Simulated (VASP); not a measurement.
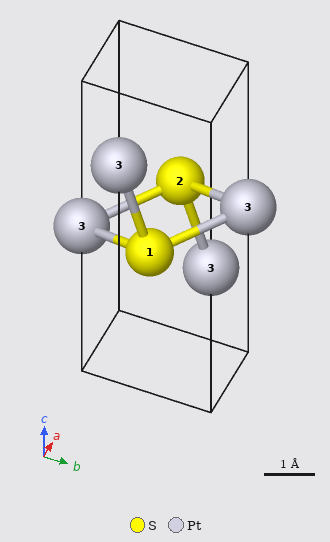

**Figure 1.** The input geometry (ball-and-stick view of the cell of the calculation, seen at an oblique angle; atoms are numbered from 1 in the order of the input).

**Single-point calculation, with input and output: PtS2**

PtS2 (slab, 3 atoms in the cell), computed with Kohn-Sham DFT of a periodic cell, PBE, VASP PAW PBE potentials, recommended, no spin polarisation (VASP 6.6.1).

The structure derives from an entry of the Crystallography Open Database. It belongs to a series of runs on one base structure; here: grid = ENCUT=460 k=6x6x1 vacuum=4 LDIPOL=True ISMEAR=0 SIGMA=0.05 EDIFF=1e-07.

OSZICAR:
```
N       E                     dE             d eps       ncg     rms          rms(c)
DAV:   1     0.106312402436E+03    0.10631E+03   -0.92274E+03   308   0.795E+02
DAV:   2    -0.108833567241E+02   -0.11720E+03   -0.11189E+03   356   0.182E+02
DAV:   3    -0.166672878977E+02   -0.57839E+01   -0.57367E+01   386   0.403E+01
DAV:   4    -0.167460169097E+02   -0.78729E-01   -0.78711E-01   366   0.517E+00
DAV:   5    -0.167476715821E+02   -0.16547E-02   -0.16546E-02   410   0.750E-01    0.198E+01
DAV:   6    -0.155414578115E+02    0.12062E+01   -0.48005E+00   320   0.194E+01    0.121E+01
DAV:   7    -0.153530290973E+02    0.18843E+00   -0.97544E-01   314   0.867E+00    0.604E+00
DAV:   8    -0.153237184223E+02    0.29311E-01   -0.49597E-02   374   0.171E+00    0.931E-01
DAV:   9    -0.153223744964E+02    0.13439E-02   -0.72897E-03   356   0.657E-01    0.158E-01
DAV:  10    -0.153225778244E+02   -0.20333E-03   -0.66442E-04   402   0.153E-01    0.108E-01
DAV:  11    -0.153226609266E+02   -0.83102E-04   -0.63924E-05   344   0.609E-02    0.386E-02
DAV:  12    -0.153226719184E+02   -0.10992E-04   -0.29722E-05   374   0.417E-02    0.155E-02
DAV:  13    -0.153226726945E+02   -0.77610E-06   -0.19890E-06   372   0.909E-03    0.566E-03
DAV:  14    -0.153226730431E+02   -0.34860E-06   -0.64314E-07   368   0.386E-03    0.193E-03
DAV:  15    -0.153226730881E+02   -0.45070E-07   -0.80141E-08   302   0.201E-03
   1 F= -.15322673E+02 E0= -.15322673E+02  d E =-.173311E-15
```

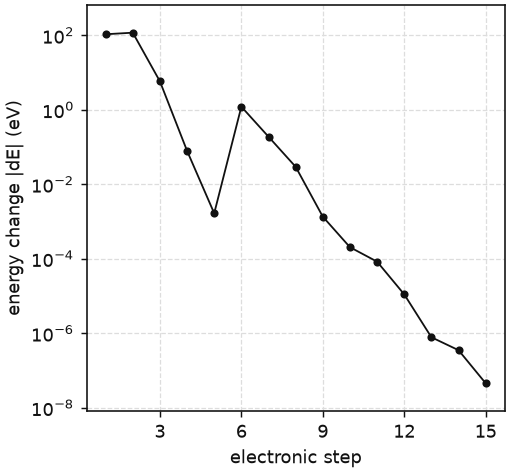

**Figure 2.** Convergence of the self-consistent field: energy change |dE| against the electronic step. It takes 15 electronic steps. The density is held fixed in the first few steps, and dE rises again when its update begins.

Parts of OUTCAR:
```
EDIFF = 1E-7
   ENCUT = 460
   GGA = PE
   ISIF = 2
   ISMEAR = 0
   LASPH = T
   LREAL = F
   NELM = 120
   PREC = Accurate

 Found      7 irreducible k-points:

 Following reciprocal coordinates:
            Coordinates               Weight
  0.000000  0.000000  0.000000      1.000000
  0.166667 -0.000000  0.000000      6.000000
  0.333333 -0.000000  0.000000      6.000000
  0.500000 -0.000000  0.000000      3.000000
  0.166667  0.166667  0.000000      6.000000
  0.333333  0.166667  0.000000     12.000000
   k-points           NKPTS =      7   k-points in BZ     NKDIM =      7   number of bands    NBANDS=     22
   number of dos      NEDOS =    301   number of ions     NIONS =      3
   total plane-waves  NPLWV =  37632
   dimension x,y,z NGX =    28 NGY =   28 NGZ =   48
   dimension x,y,z NGXF=    56 NGYF=   56 NGZF=   96
   ions per type =               2   1
   NGX,Y,Z   is equivalent  to a cutoff of  13.14, 13.14, 12.69 a.u.
   NGXF,Y,Z  is equivalent  to a cutoff of  26.28, 26.28, 25.38 a.u.
 SYSTEM =  unknown system
   PREC   = accura    normal or accurate (medium, high low for compatibility)
   ISTART =      0    job   : 0-new  1-cont  2-samecut
   ICHARG =      2    charge: 1-file 2-atom 10-const
   ISPIN  =      1    spin polarized calculation?
   LNONCOLLINEAR =      F non collinear calculations
   LSORBIT =      F    spin-orbit coupling
   LASPH  =      T    aspherical Exc in radial PAW
   ENCUT  =  460.0 eV  33.81 Ry    5.81 a.u.   6.20  6.20 11.00*2*pi/ulx,y,z
   NELM   =    120;   NELMIN=  2; NELMDL= -5     # of ELM steps
   EDIFF  = 0.1E-06   stopping-criterion for ELM
   LREAL  =      F    real-space projection
   EDIFFG = 0.1E-05   stopping-criterion for IOM
   NSW    =      0    number of steps for IOM
   IBRION =     -1    ionic relax: 0-MD 1-quasi-New 2-CG
   NFREE  =      0    steps in history (QN), initial steepest desc. (CG)
   ISIF   =      2    stress and relaxation
   ISYM   =      2    0-nonsym 1-usesym 2-fastsym
   POTIM  = 0.5000    time-step for ionic-motion
   TEBEG  =    0.0;   TEEND  =   0.0 temperature during run
   PSTRESS=    0.0 pullay stress
   NELECT =      22.0000    total number of electrons
   NUPDOWN=      -1.0000    fix difference up-down
   EMIN   =  10.00;   EMAX   =-10.00  energy-range for DOS
   EFERMI =   0.00;   METHOD = LEGACY
   ISMEAR =     0;   SIGMA  =   0.05  broadening in eV -4-tet -1-fermi 0-gaus
   EFERMI_NEDOS =   21; number of points for ismear=-14 and -15
   IALGO  =     38    algorithm
   IMIX   =      4    mixing-type and parameters
     AMIX     =   0.40;   BMIX     =  1.00
     AMIX_MAG =   1.60;   BMIX_MAG =  1.00
  volume/ion in A,a.u.               =      22.79       153.77
  Fermi-wavevector in a.u.,A,eV,Ry     =   1.121880  2.120046 17.124494  1.258615
  Thomas-Fermi vector in A             =   2.258536
   LORBIT       =      0    0 simple, 1 ext, 2 COOP (PROOUT), +10 PAW based schemes
   GGA     = PE    functional components
   LHFCALC =     F    Hartree Fock is set to
   AEXX    =    0.0000 exact exchange contribution
   IVDW    =     0    specifies the selected vdW correction
   LEPSILON=     F    determine dielectric tensor
   LRPA    =     F    only Hartree local field effects (RPA)
 non-spin polarized calculation
 Gauss-broadening in eV      SIGMA  =   0.05
  energy-cutoff  :      460.00
  volume of cell :       68.36
 maximum number of plane-waves:      1540
 NGX is ok and might be reduce to    28
   NGX = 13   NGY = 13   NGZ = 21

 dipolmoment           0.000000      0.000000     -0.000000 electrons x Angstroem

 number of electron      21.9999998 magnetization

 dipolmoment           0.000000      0.000000      0.000000 electrons x Angstroem

 Free energy of the ion-electron system (eV)
  ---------------------------------------------------
  ext. energy  EPLUGINS =         0.00000000
  ---------------------------------------------------
  free energy    TOTEN  =       -15.32267309 eV

  energy without entropy =      -15.32267309  energy(sigma->0) =      -15.32267309

 E-fermi :   4.0334     XC(G=0):  -9.0644     alpha+bet : -9.6531

 val. band max:        3.7553048324   @ k =   0.1667   0.1667   0.0000
 cond. band min:       5.7256769846   @ k =   0.3333   0.3333   0.0000
 fundamental gap:      1.9703721522
 Fermi energy:         4.0333857009

 k-point     1 :       0.0000    0.0000    0.0000
  band No.  band energies     occupation
      1     -11.0741      2.00000
      2      -8.2591      2.00000
      3      -2.7038      2.00000
      4      -2.7038      2.00000
      5      -2.0319      2.00000
      6       0.3324      2.00000
      7       0.3324      2.00000
      8       2.7435      2.00000
      9       3.1269      2.00000
     10       3.1269      2.00000
     11       3.2109      2.00000
     12       7.0315      0.00000
     13       7.0315      0.00000
     14       9.2560      0.00000
     15       9.5423      0.00000
     16      12.1862      0.00000
     17      12.1862      0.00000
     18      13.2470      0.00000
     19      16.0927      0.00000
     20      16.5765      0.00000
     21      16.5765      0.00000
     22      18.2537      0.00000

 k-point     2 :       0.1667   -0.0000    0.0000
  band No.  band energies     occupation
      1     -10.7103      2.00000
      2      -8.4163      2.00000
      3      -2.5349      2.00000
      4      -2.4648      2.00000
      5      -1.7287      2.00000
      6      -0.2298      2.00000
      7       0.0930      2.00000
      8       1.7293      2.00000
      9       3.1631      2.00000
     10       3.3466      2.00000
     11       3.6366      2.00000
     12       5.7424      0.00000
     13       6.6479      0.00000
     14      10.1856      0.00000
     15      10.4197      0.00000
     16      11.6969      0.00000
     17      13.3162      0.00000
     18      13.7372      0.00000
     19      14.5647      0.00000
     20      15.6399      0.00000
     21      15.9156      0.00000
     22      17.2268      0.00000

 k-point     3 :       0.3333   -0.0000    0.0000
  band No.  band energies     occupation
      1      -9.8193      2.00000
      2      -8.7123      2.00000
      3      -2.5513      2.00000
      4      -2.0265      2.00000
      5      -1.4076      2.00000
      6      -0.7137      2.00000
      7       0.0855      2.00000
      8       1.2367      2.00000
      9       2.3324      2.00000
     10       2.3991      2.00000
     11       3.1225      2.00000
     12       5.8437      0.00000
     13       6.6589      0.00000
     14       9.4051      0.00000
     15      11.3685      0.00000
     16      12.1563      0.00000
     17      13.7691      0.00000
     18      13.8073      0.00000
     19      14.0335      0.00000
     20      15.7207      0.00000
     21      16.4747      0.00000
     22      16.8049      0.00000

 k-point     4 :       0.5000   -0.0000    0.0000
  band No.  band energies     occupation
      1      -9.2348      2.00000
      2      -8.8454      2.00000
      3      -3.3030      2.00000
      4      -1.8920      2.00000
      5      -0.7414      2.00000
      6      -0.4377      2.00000
      7       0.9922      2.00000
      8       1.0831      2.00000
      9       1.0930      2.00000
     10       1.8573      2.00000
     11       2.0089      2.00000
     12       6.4468      0.00000
     13       6.8673      0.00000
     14       9.4224      0.00000
     15      10.4795      0.00000
     16      12.6202      0.00000
     17      13.2836      0.00000
     18      13.3269      0.00000
     19      14.8272      0.00000
     20      15.5170      0.00000
     21      17.6196      0.00000
     22      18.0343      0.00000

 k-point     5 :       0.1667    0.1667    0.0000
  band No.  band energies     occupation
      1     -10.0714      2.00000
      2      -8.6403      2.00000
      3      -2.2341      2.00000
      4      -2.1883      2.00000
      5      -1.4365      2.00000
      6      -0.6246      2.00000
      7      -0.4506      2.00000
      8       1.2306      2.00000
      9       2.6306      2.00000
     10       2.8365      2.00000
     11       3.7553      2.00000
     12       5.7365      0.00000
     13       5.9123      0.00000
     14      10.5852      0.00000
     15      11.5063      0.00000
     16      11.7678      0.00000
     17      13.4474      0.00000
     18      13.8411      0.00000
     19      13.8818      0.00000
     20      14.9379      0.00000
     21      16.3206      0.00000
     22      16.4469      0.00000

 k-point     6 :       0.3333    0.1667    0.0000
  band No.  band energies     occupation
      1      -9.2465      2.00000
      2      -8.8490      2.00000
      3      -2.7961      2.00000
      4      -2.0071      2.00000
      5      -1.1819      2.00000
      6      -0.3870      2.00000
      7      -0.1790      2.00000
      8       1.0448      2.00000
      9       1.4622      2.00000
     10       2.1177      2.00000
     11       3.0861      2.00000
     12       5.8179      0.00000
     13       6.3084      0.00000
     14      10.0814      0.00000
     15      12.0249      0.00000
     16      12.2275      0.00000
     17      13.0458      0.00000
     18      13.8220      0.00000
     19      14.4038      0.00000
     20      15.0517      0.00000
     21      16.7376      0.00000
     22      17.4700      0.00000

 [... further k-points ...]

------------------------ aborting loop because EDIFF is reached ----------------------------------------

  FORCE on cell =-STRESS in cart. coord.  units (eV):
  Direction    XX          YY          ZZ          XY          YZ          ZX
  --------------------------------------------------------------------------------------
  -------------------------------------------------------------------------------------
  Total        3.5288551      3.5288551      3.0477359      0.0000000     -0.0000000      0.0000000
  in kB       82.7058989     82.7058988     71.4298909      0.0000000     -0.0000000      0.0000000
  external PRESSURE =      78.9472295 kB  Pullay stress =       0.0000000 kB

 VOLUME and BASIS-vectors are now :
 -----------------------------------------------------------------------------
  energy-cutoff  :      460.00
  volume of cell :       68.36
      direct lattice vectors                 reciprocal lattice vectors
     3.543200000  0.000000000  0.000000000     0.282230752  0.162946001  0.000000000
    -1.771600000  3.068501210  0.000000000     0.000000000  0.325892001  0.000000000
     0.000000000  0.000000000  6.287615200     0.000000000  0.000000000  0.159042812

 POSITION                                       TOTAL-FORCE (eV/Angst)
 -----------------------------------------------------------------------------------
      1.77160      1.02283      2.00000         0.000000      0.000000     -1.362757
     -0.00000      2.04567      4.28762        -0.000000     -0.000000      1.362757
      0.00000      0.00000      3.14381        -0.000000      0.000000     -0.000000
 -----------------------------------------------------------------------------------
    total drift:                               -0.000000      0.000000      0.000000

  FREE ENERGIE OF THE ION-ELECTRON SYSTEM (eV)
  ---------------------------------------------------
  free  energy   TOTEN  =       -15.3226730881 eV

  energy  without entropy=      -15.3226730881  energy(sigma->0) =      -15.32267309
```

CONTCAR:
```
PtS2
   1.00000000000000
     3.5432000000000001    0.0000000000000000    0.0000000000000000
    -1.7716000000000001    3.0685012100000000    0.0000000000000000
     0.0000000000000000    0.0000000000000000    6.2876152000000003
  S               Pt
     2     1
Direct
     0.6666666667000030    0.3333333332999970    0.3180856233000000
     0.3333333332999970    0.6666666667000030    0.6819143767000000
     0.0000000000000000    0.0000000000000000    0.5000000000000000

  0.00000000E+00  0.00000000E+00  0.00000000E+00
  0.00000000E+00  0.00000000E+00  0.00000000E+00
  0.00000000E+00  0.00000000E+00  0.00000000E+00
```

The run was set up as follows.

INCAR:
```
ALGO     = Normal         # electronic algorithm
DIPOL    = 0.5 0.5 0.500
EDIFF    = 1E-7           # SCF threshold, eV
ENCUT    = 460            # plane-wave cutoff, eV
GGA      = PE             # functional
IDIPOL   = 3            
ISIF     = 2              # what is computed and relaxed
ISMEAR   = 0              # smearing method
LASPH    = T              # aspherical terms in the spheres
LCHARG   = F              # write CHGCAR
LDIPOL   = T            
LREAL    = F              # projectors in reciprocal space
LVACPOTAV= T            
LVHAR    = T            
LWAVE    = F              # write WAVECAR
NBANDS   = 22             # bands
NELM     = 120            # most SCF steps
PREC     = Accurate       # precision mode
SIGMA    = 0.05           # smearing width, eV
```

KPOINTS:
```
k-points
0
Gamma
  6 6 1
```

POSCAR:
```
PtS2
1.0
    3.5432000000      0.0000000000      0.0000000000
   -1.7716000000      3.0685012100      0.0000000000
    0.0000000000      0.0000000000      6.2876152000
S Pt
2 1
Direct
    0.6666666667      0.3333333333      0.3180856233
    0.3333333333      0.6666666667      0.6819143767
    0.0000000000      0.0000000000      0.5000000000
```

Command:
```bash
cat potpaw_PBE.64/S/POTCAR potpaw_PBE.64/Pt/POTCAR > POTCAR
mpirun -np 1 vasp_std > vasp.out
```

Key numbers:

- outcome: converged
- electrons treated: 22
- free energy: −15.3227 eV
- Fermi energy: 4.033 eV
- gap on the k-point mesh: 1.97 eV
- largest force (length of the vector): 1.363 eV/Å
- hardware: 1 thread of Intel Xeon @ 2.50GHz (Skylake/Cascade Lake), 128 GiB of memory available, shared host
- wall time: 13 s
- peak memory: 0.18 GiB

Remarks:

Settings chosen away from the usual ones: grid = ENCUT=460 k=6x6x1 vacuum=4 LDIPOL=True ISMEAR=0 SIGMA=0.05 EDIFF=1e-07. The settings depart from the standard set-up of this series, which can bear on the numbers. Spin–orbit coupling is left out, which matters for Pt.
